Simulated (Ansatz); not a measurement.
MgS

```
Mg S
1.0
     8.56082    0.00000    0.00000
     0.00000    8.56082    0.00000
     0.00000    0.00000    5.25262
Mg S
8 8
Direct
  0.14320 0.64320 0.00000
  0.64320 0.14320 0.50000
  0.85680 0.35680 0.00000
  0.35680 0.85680 0.50000
  0.14320 0.35680 0.50000
  0.64320 0.85680 0.00000
  0.35680 0.14320 0.00000
  0.85680 0.64320 0.50000
  0.15133 0.34867 0.00000
  0.65133 0.84867 0.50000
  0.34867 0.15133 0.50000
  0.84867 0.65133 0.00000
  0.65133 0.15133 0.00000
  0.15133 0.65133 0.50000
  0.34867 0.84867 0.00000
  0.84867 0.34867 0.50000
```

Space group I4/mcm; a structure generated by program, which may or may not match a known phase.

These are results of Ansatz, DFT PBE, scalar-relativistic, plane waves, PAW, not measurements.

Core electrons are frozen (PAW), and the valence fields are smoothed inside the atomic spheres.

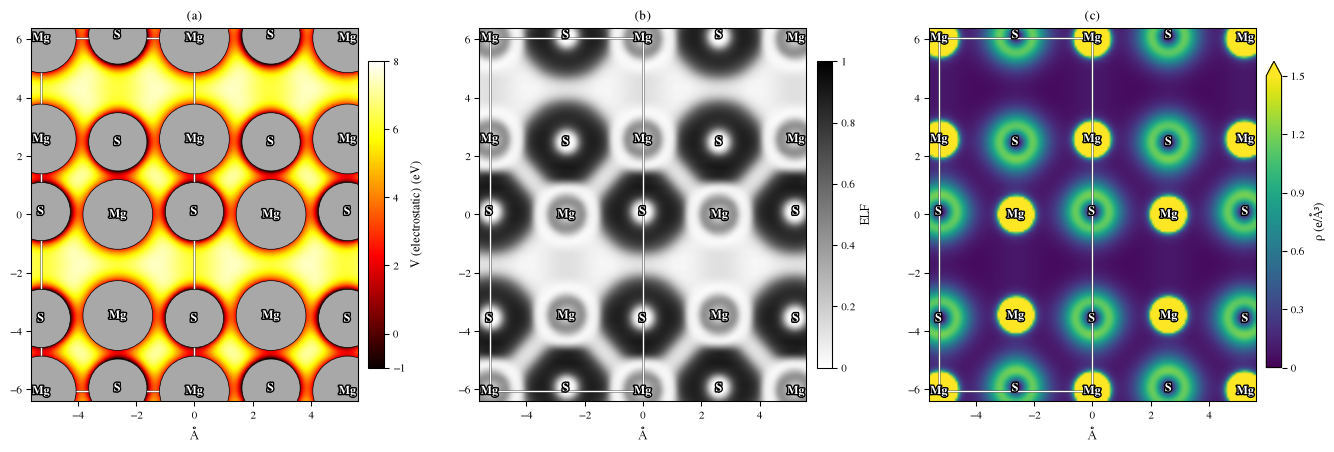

Figure 1. (a) electrostatic potential (local pseudopotential plus Hartree) felt by an electron; (b) electron localisation function; (c) valence pseudo-density on the (11̄0) plane of the conventional cell. Grey discs cover the atomic cores in the potential map.

> What does the map show?

- Atoms in the plane: Mg and S.
- Mg–S (2.49 Å): ρ is about 0.34 e/Å³ halfway; the ELF peaks at about 0.90 in the valence shell of S, 0.9 Å from its nucleus, and falls to about 0.05 next to Mg: a closed-shell, largely ionic contact.
- Mg–S (2.63 Å): the density is about 0.26 e/Å³ at the midpoint; the ELF peaks at about 0.90 in the valence shell of S, 0.9 Å from its nucleus, and falls to about 0.05 next to Mg; a largely ionic contact.
- Between the atoms the lowest density in this plane is 0.04 e/Å³.
- Outside the cores the potential energy rises away from the atoms and is highest about 2.2 Å from the nearest atoms; its zero is arbitrary.

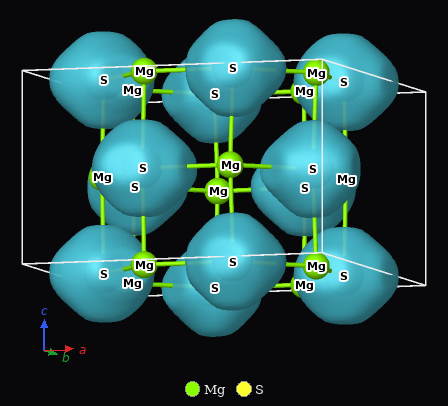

Figure 2. Isosurface of the electron localisation function at 0.7 (cyan), seen at an oblique angle. Only the valence region is drawn (cores and ρ < 0.01 e/Å³ removed). Sticks mark near contacts.

> Describe the localisation domains.

At this value the surface marks out eight regions wrapped around S (the valence shell of each), counted in one cell of 16 atoms. Regions shared between cells count once.

> Metal or insulator at this level of theory?

It is gapped, with a Kohn–Sham gap of 2.9 eV on the k-point mesh (the band edges may lie off the mesh, which would make the gap smaller).
